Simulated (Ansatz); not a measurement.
System: AlGa2As3.

```xyz
6
Lattice="4.0104 0.0000 0.0000 -2.0052 3.4731 0.0000 0.0000 0.0000 9.8213" Properties=species:S:1:pos:R:3 pbc="T T T"
Al    0.0000    0.0000    0.0057
As    2.0052    1.1577    4.0919
As    0.0000    2.3154    0.8156
Ga    0.0000    2.3154    3.2747
Ga    2.0052    1.1577    6.5430
As    0.0000    0.0000    7.3672
```

Space group P3m1.

All numbers below come from Ansatz, DFT r2SCAN, scalar-relativistic, plane waves, PAW.

Question: What will maps of the valence pseudo-density and electron localisation function show?

Answer: Ga–As (2.45 Å): ρ at the midpoint is about 0.52 e/Å³; the ELF peaks at about 0.80 between the atoms: a covalent bond.
Al–As (2.45 Å): the density is about 0.49 e/Å³ at the midpoint; the ELF peaks at about 0.95 between the atoms: a shared electron pair.

Question: Metal or insulator at this level of theory?

Answer: It is gapped, with a Kohn–Sham gap of 1.3 eV on the k-point mesh, an upper bound to the gap of this method.

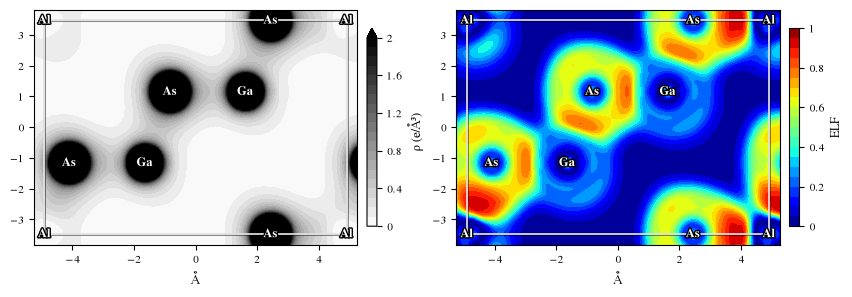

Computed valence pseudo-density and electron localisation function on the (110) plane of the conventional cell, in this order. 
